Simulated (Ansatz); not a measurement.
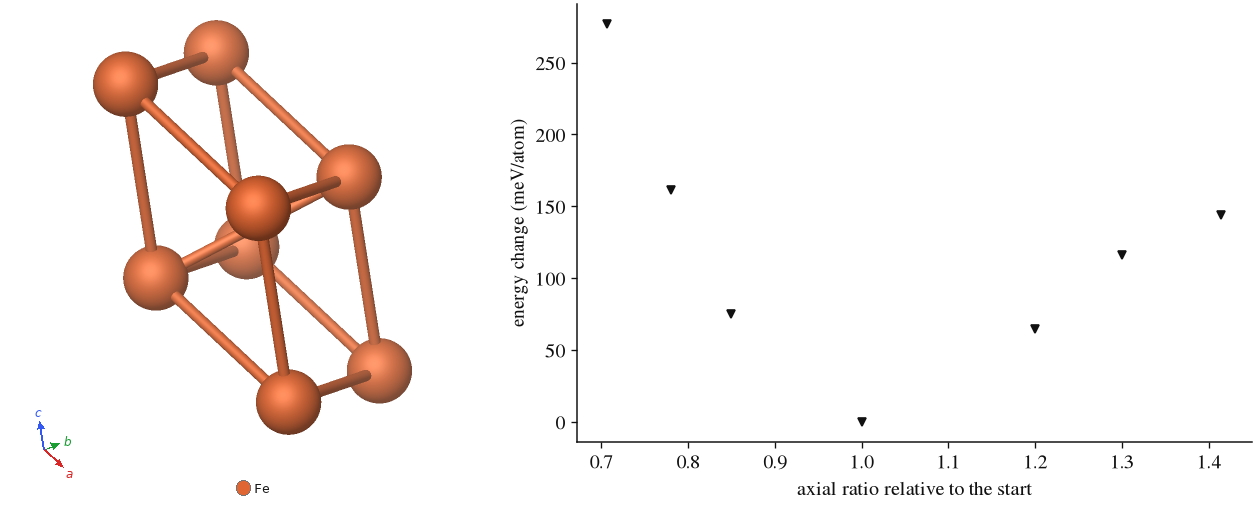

The figure shows the energy change against relative axial ratio for Fe, space group Im-3m (No. 229). The cell is drawn beside the plot.

The given structure:
```xyz
1
Lattice="-1.4390 1.4390 1.4390 1.4390 -1.4390 1.4390 1.4390 1.4390 -1.4390" Properties=species:S:1:pos:R:3 pbc="T T T"
Fe    0.0000    0.0000    0.0000
```

Method: deformation of a crystal at fixed volume, lengths along the axis scaled against those across it, fractional coordinates fixed, by plane-wave density functional theory with PAW datasets, free energies less that of the undisturbed cell, pressure positive in compression; scalar-relativistic (Ansatz 0.2.0). Level: PBEsol, collinear spin.

- wave cutoff: 420 eV
- k mesh: 26×26×26
- occupations: Gaussian
- smearing width: 0.15 eV
- k shift: (0, 0, 0) (mesh steps)
- start: as given
- path: tetragonal
- axis direction: (0, 0, 1) (Cartesian unit vector)

From this curve and the settings, what does the calculation give for the pressure and total moment at the same points?

The pressure goes from −6.1 GPa at relative axial ratio 0.707 to −7.4 GPa at 1.414, not monotonically, with a low of −17.0 GPa at 1.000. The total moment goes from 2.255 μB/cell at relative axial ratio 0.707 to 2.554 μB/cell at 1.414, not monotonically, with a low of 2.246 μB/cell at 1.000.

```tsv
axial ratio relative to the start	pressure (GPa)	total moment (μB/cell)
0.707	-6.1	2.255
0.780	-10.3	2.321
0.850	-11.5	2.408
1.000	-17.0	2.246
1.200	-13.7	2.342
1.300	-9.9	2.468
1.414	-7.4	2.554
```

Caveats: reference crystal is not relaxed; state may not be the lowest.
